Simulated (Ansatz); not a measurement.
ZnS$_{2}$

```cif
data_structure
_symmetry_space_group_name_H-M 'P 1'
_symmetry_Int_Tables_number 1
_cell_length_a 5.8277
_cell_length_b 5.8277
_cell_length_c 5.8277
_cell_angle_alpha 90.000
_cell_angle_beta 90.000
_cell_angle_gamma 90.000
_cell_volume 197.92
loop_
_atom_site_label
_atom_site_type_symbol
_atom_site_fract_x
_atom_site_fract_y
_atom_site_fract_z
_atom_site_occupancy
Zn1 Zn 0.50000 0.50000 0.00000 1
Zn2 Zn 0.50000 0.00000 0.50000 1
Zn3 Zn 0.00000 0.50000 0.50000 1
Zn4 Zn 0.00000 0.00000 0.00000 1
S1 S 0.10237 0.89763 0.39763 1
S2 S 0.89763 0.39763 0.10237 1
S3 S 0.39763 0.10237 0.89763 1
S4 S 0.60237 0.60237 0.60237 1
S5 S 0.89763 0.10237 0.60237 1
S6 S 0.10237 0.60237 0.89763 1
S7 S 0.60237 0.89763 0.10237 1
S8 S 0.39763 0.39763 0.39763 1
```

Space group Pa-3; a structure from a database of computed crystals, not necessarily the ambient phase.

Method: DFT LDA, scalar-relativistic, plane waves, PAW in Ansatz 0.2.0.

The density is the valence pseudo-density of a PAW calculation; it isn't the true density close to the nuclei.

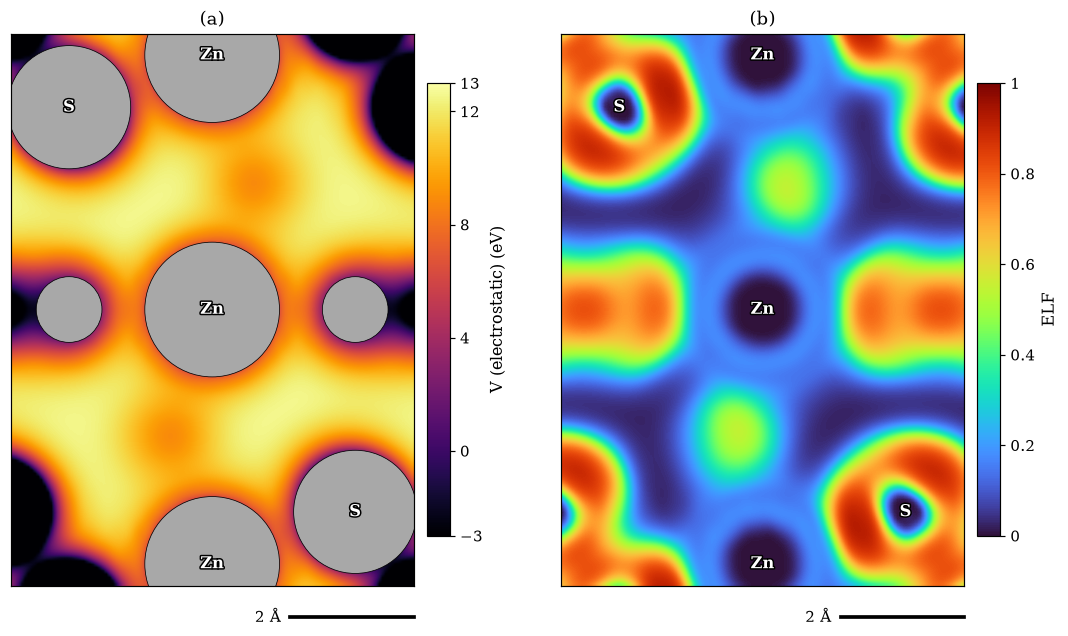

Figure 1. (a) electrostatic potential (local pseudopotential plus Hartree) felt by an electron; (b) electron localisation function on the (110) plane of the conventional cell. Grey discs cover the atomic cores in the potential map.

Q: Interpret the plot.

A: The plane passes through Zn and S nuclei. Atoms just off the plane (S, 0.8 Å away) can leave unmarked features too. Zn–S (2.47 Å): the ELF peaks at about 0.90 in the valence shell of S, 0.8 Å from its nucleus, and is about 0.50 at the midpoint. Outside the cores the potential energy rises away from the atoms and is highest about 2.0 Å from the nearest atoms; its zero is arbitrary.

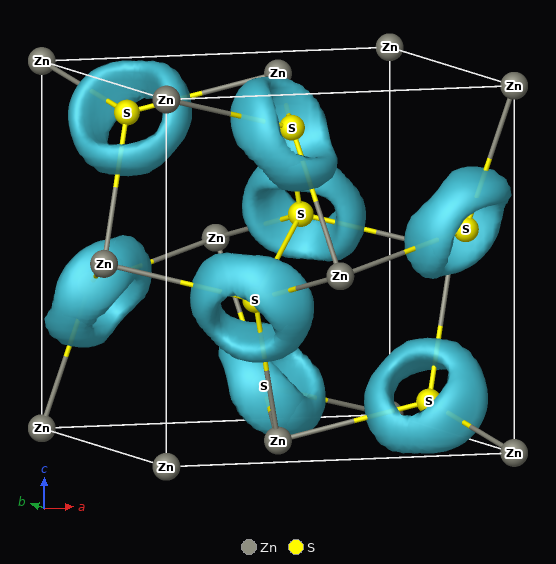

Figure 2. Isosurface of the electron localisation function at 0.85 (cyan), seen slightly off an axis. Core shells and regions of very low density are left out. Sticks mark near contacts.

Q: Identify the bonds, lone pairs and shells in this picture.

A: The ELF exceeds this value in eight regions wrapped around S (the valence shell of each), counted in one cell of 12 atoms. Regions shared between cells count once.


S–S (2.07 Å): the ELF peaks at about 0.80 between the atoms; localised, covalent bonding.

Q: Does the calculation give a band gap?

A: It is gapped, with a Kohn–Sham gap of 1.3 eV on the k-point mesh, an upper bound to the gap of this method.
